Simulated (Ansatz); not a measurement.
# Mending a single-point calculation on Si$_{3}$C

System: Si$_{3}$C (R3m, 4 atoms in the cell).
Method of run A: DFT, PBE, plane waves, PAW (Ansatz 0.2.0).

The structure was built on a prototype by a generator. The geometry comes from this level: r2SCAN. Text and figures count atoms from 1; the logs count them from 0 in places.

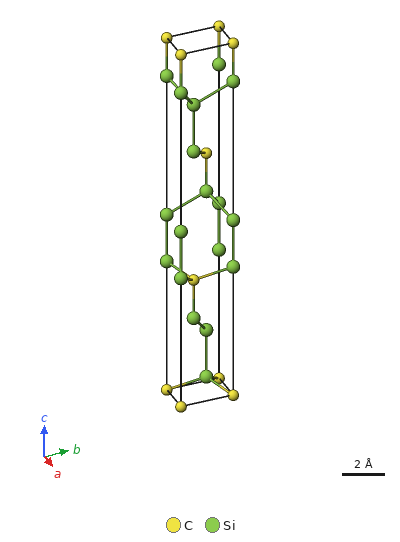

Fig. 1: The structure as given in the input (ball-and-stick view of the cell 3 times as large as that of the calculation, set on its symmetry axes, seen slightly off an axis). Near neighbours in the crystal (not all of them lie inside the picture): C has 4 Si at 1.91 to 2.04 Å; Si has 4 Si at 2.23 to 2.34 Å; Si has 3 C at 2.04 Å and 1 Si at 2.34 Å; Si has 1 C at 1.91 Å and 3 Si at 2.23 Å.

The input, run A:
```yaml
crystal:
  lattice:
    - [1.6986113246, 0.9806937055, 5.8709154094]
    - [-1.6986113246, 0.9806937055, 5.8709154094]
    - [0.0, -1.961387411, 5.8709154094]
  atoms:
    - { symbol: C, position: [0.9989692349, -0.0010307651, -0.0010307651] }
    - { symbol: Si, position: [0.4966196746, 0.4966196746, 0.4966196746] }
    - { symbol: Si, position: [0.3638779033, 0.3638779033, 0.3638779033] }
    - { symbol: Si, position: [0.8905331871, 0.8905331871, 0.8905331871] }
kpoints:
  mp_grid: { grid: [6, 6, 6] }
hamiltonian:
  xc: pbe
scf:
  occupations: { method: fermi_dirac, width: 0.02 }
  n_extra_bands: 0
output:
  forces: true
  stress: true
  eigenvalues: true
```

Launched with:
```bash
ansatz run input.yaml --threads 4 --pin off --max-ram 3686MiB --backend cpu --events-out ev --progress --plain --runs-dir out
```

Hardware: 4 threads of Arm Neoverse N1, 16 GiB of memory available, shared host.

Output (run A):
```
Error: inconsistent input (scf.n_extra_bands, scf.occupations.method): n_bands = 8 leaves no empty band above the 8 bands per channel that the deck's 16 electrons occupy, and the occupations search for the Fermi level (a smearing at a finite width, or tetrahedra): a level found among occupied bands alone can fill a metal as an insulator; raise scf.n_extra_bands until at least 9 bands are solved (omitted, it auto-derives to 12) (see scf.n_extra_bands in the input reference)
```

### What should be changed in this input?

Settings chosen away from the usual ones: scf.n_extra_bands = 0. The program refused the input: “inconsistent input (scf.n_extra_bands, scf.occupations.method): n_bands = 8 leaves no empty band above the 8 bands per channel that the deck's 16 electrons occupy, and the occupations search for the Fermi level (a smearing at a finite width, or tetrahedra): a level found among occupied bands alone can fill a metal as an insulator …”

A run of the same system that converges differs from this input as follows (lines with − go, lines with + come):
```diff
-  n_extra_bands: 0
+  n_extra_bands: 5
```

Output, shortened to warnings, some set-up lines, iterations and results (run B):
```
Basis set: ecut = 420 eV, 1147 PW (Γ), FFT grids on a1−a3, a2−a3, a3, exchange–correlation on 48×48×90 points (8 copies of the dense FFT grid, shifted against one another)
Symmetry: 6 space group operations
k-points: 32 of 216 (time reversal used)
Initial density: superposition of atomic densities (neutral atoms: chi_scale 0, normalization atom), corrected by the library's trained network
[...]
SCF iter   1: F=—  HF=-2157.098194 eV  |F-HF|=—  |Δ(HF+E_count)|=         —  Δρ=4.41e-3  dr2=2.74e-2  ethr=1.77e-3  ⟨swp⟩=6.6  Hψ=2959  notcnv=0
SCF iter   2: F=—  HF=-2157.092859 eV  |F-HF|=—  |Δ(HF+E_count)|=   5.33e-3  Δρ=1.15e-3  dr2=8.46e-4  ethr=1.71e-4  ⟨swp⟩=2.2  Hψ=817  notcnv=0  defer=24
SCF iter   3: F=—  HF=-2157.092958 eV  |F-HF|=—  |Δ(HF+E_count)|=   9.81e-5  Δρ=4.72e-4  dr2=1.60e-4  ethr=5.29e-6  ⟨swp⟩=2.2  Hψ=545  notcnv=0  defer=26
SCF iter   4: F=—  HF=-2157.093007 eV  |F-HF|=—  |Δ(HF+E_count)|=   4.93e-5  Δρ=2.26e-4  dr2=5.76e-5  ethr=1.00e-6  ⟨swp⟩=2.1  Hψ=557  notcnv=0  defer=26
SCF iter   5: F=—  HF=-2157.093029 eV  |F-HF|=—  |Δ(HF+E_count)|=   2.20e-5  Δρ=5.17e-5  dr2=1.16e-6  ethr=3.60e-7  ⟨swp⟩=2.2  Hψ=526  notcnv=0  defer=26
SCF iter   6: F=-2157.093030 eV  HF=-2157.093030 eV  |F-HF|=1.79e-9  |Δ(HF+E_count)|=   1.18e-6  Δρ=7.15e-6  dr2=2.35e-8  ethr=6.25e-10  ⟨swp⟩=8.6  Hψ=2428  notcnv=0
SCF 1 converged in 6 iterations: F = -2157.093030 eV  dr2 = 2.35e-8
SCF converged after 6 iterations
Free energy (F): -2157.093030 eV
Harris-Foulkes:  -2157.093030 eV  (|F-HF|=1.79e-9)
Internal energy: -2157.091352 eV  (E = F + TS)
E sigma→0 (E₀):  -2157.092191 eV
Entropy (-TS):   -0.001679 eV (-0.420 meV/atom)
Fermi energy:    8.831322 eV
--- Per-component energies (eV) ---
  E_band       = 35.747838
  E_kinetic    = 212.600137
  E_local      = -175.138948  (includes V_loc(G=0)·N_el)
  E_nonlocal   = 104.139855
  E_hartree    = 54.744457
  E_xc         = -214.980816
  E_vxc        = -201.685082  (∫ρ·V_xc dr)
  E_paw        = -1637.320806  (= ΣΔE_a)
  E_vpaw       = -13.657685  (= ΣTr[D̂ρ^β])
  E_aug_tail   = 0.000024  (compensation charges beyond the density's cutoff)
  E_ewald      = -501.135255
  E_smearing   = -0.001679  (= −TS)
  E_closure    = 0.000000  (closes the sum)
  Σ components = -2157.093030   (vs F -2157.093030, Δ=0.00e0)
--- Forces (eV/Å), atoms counted from 1 ---
  atom   1  C      0.00000000     0.00000000     0.12057217
  atom   2  Si     0.00000000     0.00000000    -0.06190449
  atom   3  Si     0.00000000     0.00000000    -0.12947874
  atom   4  Si     0.00000000     0.00000000     0.07077451
  max |Σ_I F_I| component: 3.66e-5 eV/Å
--- Stress (GPa, compression-positive) ---
        1.923896       0.000000       0.000000
        0.000000       1.923896       0.000000
        0.000000      -0.000000       1.925655
  P = ⅓ Tr σ = 1.9245 GPa (19.245 kbar)
```

The two runs side by side:

```tsv
quantity	run A	run B
outcome	refused	converged
free energy per atom (eV)	–	−539.2733
gap on the mesh (eV)	–	0.00
pressure (GPa)	–	1.92
volume per atom (Å³)	–	14.67
largest force (eV/Å)	–	0.129
SCF iterations	–	6
irreducible k-points	–	32
plane waves at Γ	–	1147
```
